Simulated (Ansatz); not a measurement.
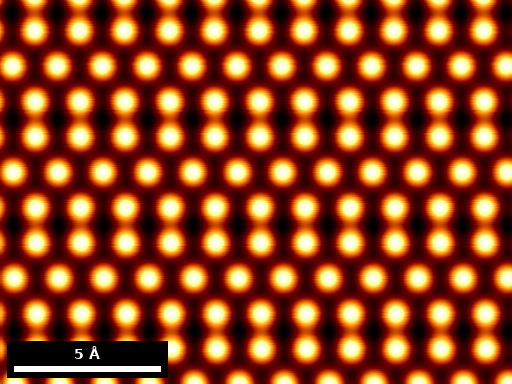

Integrated-DPC-like image of Cr. Simulated as the projected potential of neutral atoms (B = 0.3 Å²) blurred by a 0.63 Å probe, the thin-sample limit of integrated differential phase contrast. A slight drift was added.

Question: What two-dimensional lattice does the image show, and how large is its cell?

Answer: The pattern repeats on a rectangular net of 1.5 × 3.6 Å.

Question: What is the plane group of the image?

Answer: p2mm: mirror lines in two perpendicular directions, with twofold points where they cross.

Question: How many columns does the smallest repeating cell hold, and how many levels of brightness?

Answer: 3 columns in the primitive cell of 5.6 Å², all of one brightness.

The crystal is Cr (P6/mmm, No. 191) seen along [102]. Atomic positions: the input geometry of a calculation; the starting structure was generated, so it need not be a known form of this composition.
